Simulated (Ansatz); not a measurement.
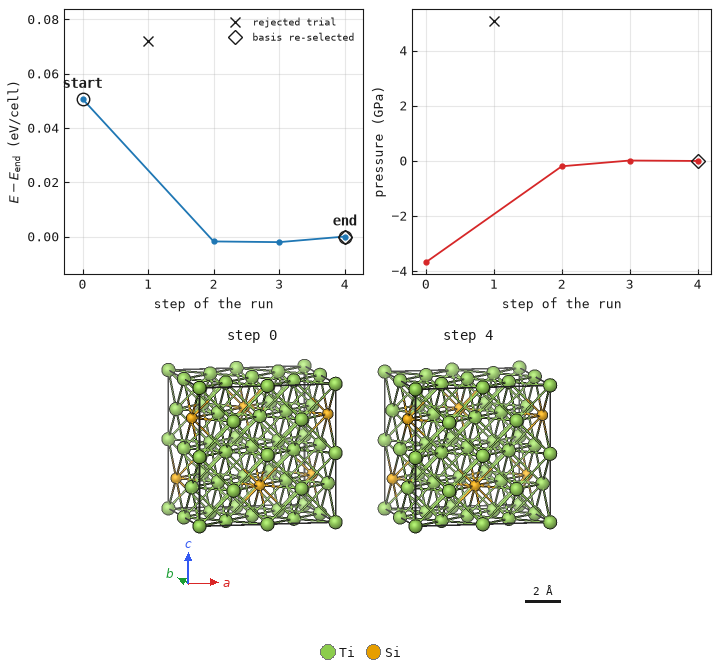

First and last geometry of a relaxation of crystalline Ti7Si (set up in Fm-3m), with the history of the run. The picture is a ball-and-stick view of the conventional cell (4 times the calculation's cell), seen slightly off an axis. Lengths and directions refer to the drawn axes.

Case: 1 of 8 Ti sites taken by Si, cell and atoms relaxed.

All numbers below come from Ansatz 0.2.0, DFT r2SCAN, scalar-relativistic, plane waves, PAW.

Input file:
```yaml
crystal:
  lattice:
    - [-4.0731165771, 4.0731165771, 0.0]
    - [-4.0731165771, 0.0, 4.0731165771]
    - [0.0, 4.0731165771, 4.0731165771]
  atoms:
    - { symbol: Ti, position: [0.0, 0.0, 0.0] }
    - { symbol: Ti, position: [0.5, 0.0, 0.0] }
    - { symbol: Ti, position: [0.0, 0.5, 0.0] }
    - { symbol: Ti, position: [0.0, 0.0, 0.5] }
    - { symbol: Si, position: [0.5, 0.5, 0.0] }
    - { symbol: Ti, position: [0.5, 0.0, 0.5] }
    - { symbol: Ti, position: [0.0, 0.5, 0.5] }
    - { symbol: Ti, position: [0.5, 0.5, 0.5] }
basis:
  ecutwfc: 500
kpoints:
  mp_grid: { grid: [8, 8, 8] }
hamiltonian:
  xc: r2scan
scf:
  occupations: { method: gaussian, width: 0.1 }
output:
  forces: true
  stress: true
  eigenvalues: true
relax:
  adjacent_minimum: "off"
  f_tol: 0.015
  max_steps: 60
  cell: { stress_tol: 0.15 }
```

Launched with:
```bash
ansatz run input.yaml --threads 1 --pin off --max-ram 2560MiB --backend cpu --events-out ev --progress --plain --runs-dir out
```

**What do the curves and the structures tell?**

It converged. The atoms keep their places relative to the cell (all moves are under 0.005 Å). Cell: a = b = c 8.146 → 8.059 Å (−1.1 %). Volume −3.2 %. Some distances before and after: Si5–Ti6 2.880 → 2.849 Å, Ti1–Ti2 2.880 → 2.849 Å. The space group stays Fm-3m (No. 225). Over 2 accepted moves (4 points after the start) the energy falls by 50.7 meV per cell of the calculation. All forces vanish by symmetry, so only the cell relaxes. The pressure goes from −3.68 to −0.01 GPa. The line search rejected the trial step at point 1 of the run. The SCF was repeated once at an unchanged geometry on a basis and grid sized afresh for the cell, which shifted the energy by 2.1 meV per cell of the calculation at most.

| step | E − E(0), meV/atom | pressure, GPa | volume, Å³/atom | note |
| --- | --- | --- | --- | --- |
| 0 | 0.00 | -3.68 | 16.894 |  |
| 1 | 2.67 | 5.08 | 15.733 | rejected |
| 2 | -6.56 | -0.20 | 16.385 |  |
| 3 | -6.59 | 0.01 | 16.357 |  |
| 4 | -6.33 | -0.01 | 16.357 | same geometry, new basis |
